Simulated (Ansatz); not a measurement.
A series of calculations on Ti

### Relaxation

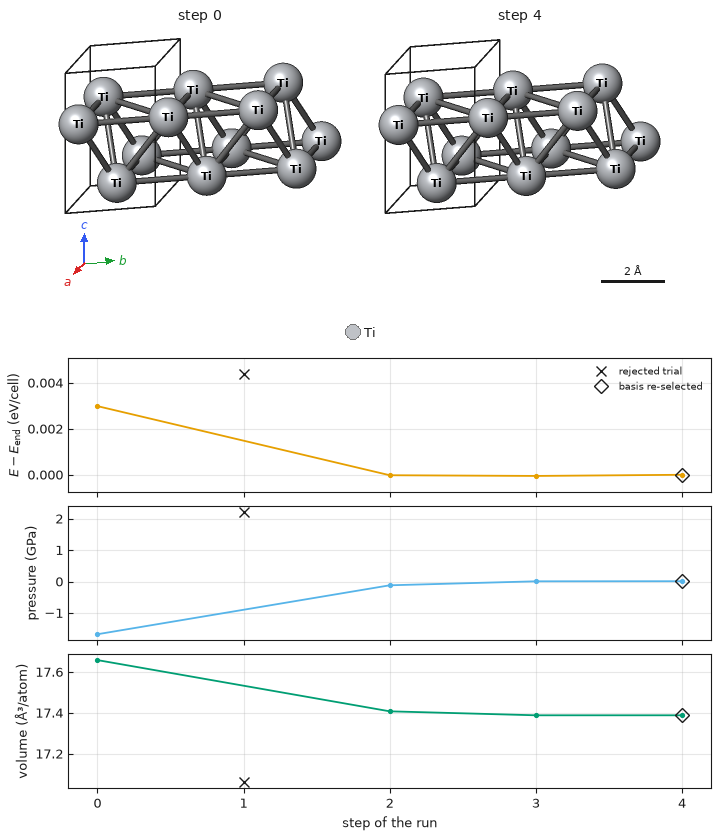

First and last geometry of a relaxation of a crystal of Ti (set up in P6_3/mmc), with the history of the run. A ball-and-stick model of the cell of the calculation, repeated 2 × 3 × 1 with one cell outlined, seen slightly off an axis.

Computed with DFT PBE, scalar-relativistic, plane waves, PAW in Ansatz.

Input file:
```yaml
crystal:
  lattice:
    - [2.9499978604, 0.0, 0.0]
    - [-1.4749989302, 2.5547730882, 0.0]
    - [0.0, 0.0, 4.686]
  atoms:
    - { symbol: Ti, position: [0.3333333333, 0.6666666667, 0.25] }
    - { symbol: Ti, position: [0.6666666667, 0.3333333333, 0.75] }
basis:
  ecutwfc: 420
kpoints:
  mp_grid: { grid: [18, 18, 10] }
hamiltonian:
  xc: pbe
scf:
  occupations: { method: gaussian, width: 0.1 }
output:
  forces: true
  stress: true
  eigenvalues: true
relax:
  adjacent_minimum: "off"
  f_tol: 0.005
  max_steps: 80
  cell: { stress_tol: 0.05 }
```

Launched with:
```bash
ansatz run input.yaml --threads 1 --pin off --max-ram 2560MiB --backend cpu --events-out ev --progress --plain --runs-dir out
```

Read the history and describe the run.

It converged. The atoms keep their places relative to the cell (all moves are under 0.005 Å). The drawn cell changes as follows: a = b 2.950 → 2.938 Å (−0.4 %), c 4.686 → 4.651 Å (−0.8 %); the volume changes by −1.5 %. Near-neighbour distances that change, for instance: Ti1–Ti2 2.897 → 2.878 Å, Ti1–Ti1 2.950 → 2.938 Å. The space group stays P6_3/mmc (No. 194). The energy falls by 3.0 meV per cell of the calculation in 2 accepted moves (4 points after the start). All forces vanish by symmetry, so only the cell relaxes. The pressure goes from −1.67 to 0.01 GPa. The line search rejected the trial step at point 1 of the run. The SCF was repeated once at an unchanged geometry on a basis and grid sized afresh for the cell, which shifted the energy by 0.1 meV per cell of the calculation at most.

```csv
step,"E − E(0), meV/atom","pressure, GPa","volume, Å³/atom",note
0,0.00,-1.67,17.658,
1,0.70,2.21,17.060,rejected
2,-1.50,-0.12,17.408,
3,-1.52,0.01,17.388,
4,-1.49,0.01,17.388,"same geometry, new basis"
```

### Relaxation

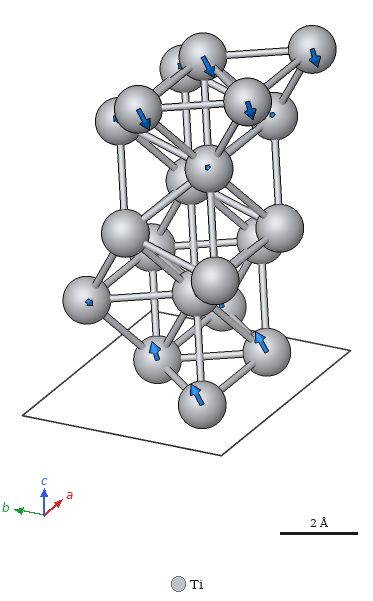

A relaxation of a slab of composition Ti (cut from the P6_3/mmc phase). The starting structure is drawn; blue arrows show the displacements, 5 times their true length.

The picture is a ball-and-stick view of the 2 × 1 repeat of the cell, outlined in the plane, without the vacuum, seen from a free direction.

Case: (1 0 1) slab, atoms relaxed. The slab is the (1 0 1) face of Ti.

All numbers below come from DFT PBE, scalar-relativistic, plane waves, PAW in Ansatz. Set-up: plane-wave cutoff 420 eV; k-point mesh 12 × 7 × 1; occupations gaussian; smearing width 0.1 eV; no spin polarisation; dipole correction; atoms relaxed in a fixed cell; force threshold 0.02 eV/Å; at most 60 steps.

### What did the optimiser do to the structure, and how much energy did it gain?

Over 3 geometry steps the energy falls by 0.123 eV per cell of the calculation. Largest force component: 0.38 eV/Å at the start, 0.0084 eV/Å at the end. The largest moves relative to the layer's centre, 0.13 Å, are those of Ti atoms. The lattice vectors keep their values. Among the contacts that change: Ti–Ti 2.938 → 2.806 Å, Ti–Ti 2.878 → 2.801 Å, Ti–Ti 2.938 → 2.985 Å, Ti–Ti 2.878 → 2.916 Å. Cost: 19 min on 1 thread of Intel(R) Xeon(R) Processor @ 2.50GHz (Skylake/Cascade Lake), with other jobs on the host, peak memory 1.1 GiB.

### A change

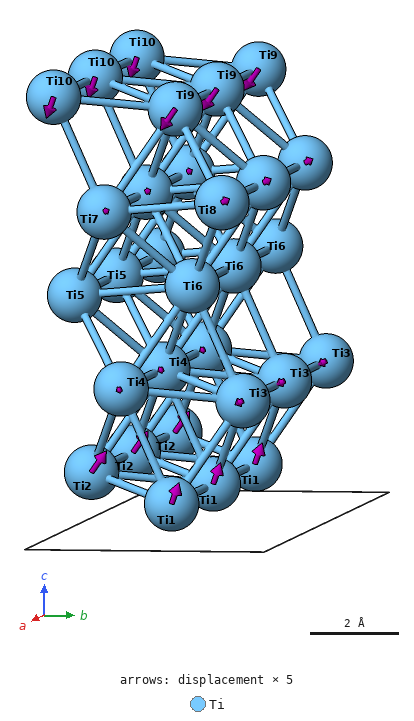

A (1 0 1) slab of Ti as cut from the relaxed bulk. The purple arrows show how the atoms are displaced, magnified 5 times. The picture is a ball-and-stick view of the 3 × 1 repeat of the cell, outlined in the plane, without the vacuum, seen slightly off an axis.

Method: Ansatz, DFT PBE, scalar-relativistic, plane waves, PAW. Set-up: plane-wave cutoff 420 eV; occupations gaussian; smearing width 0.1 eV; no spin polarisation. The k-mesh is chosen for each cell (12×7×15, 12×7×1).

What was done to the structure, and with what result?

The atoms of the slab are relaxed at the bulk's in-plane cell. The surface energy (mean of the two faces) falls from 2.00 to 1.93 J/m². The top spacing, between the Ti and Ti planes, goes from 0.37 to 0.37 Å (+0.7 %), the bottom one (Ti to Ti) from 0.37 to 0.37 Å (+0.7 %). The lattice vectors keep their values. The largest moves relative to the layer's centre, 0.13 Å, are those of Ti2 and Ti9. Ti2 goes at 35° to the normal (+c side). Among the bonded contacts that change: Ti–Ti 2.938 → 2.806 to 2.985 Å, Ti–Ti 2.878 → 2.801 to 2.916 Å.
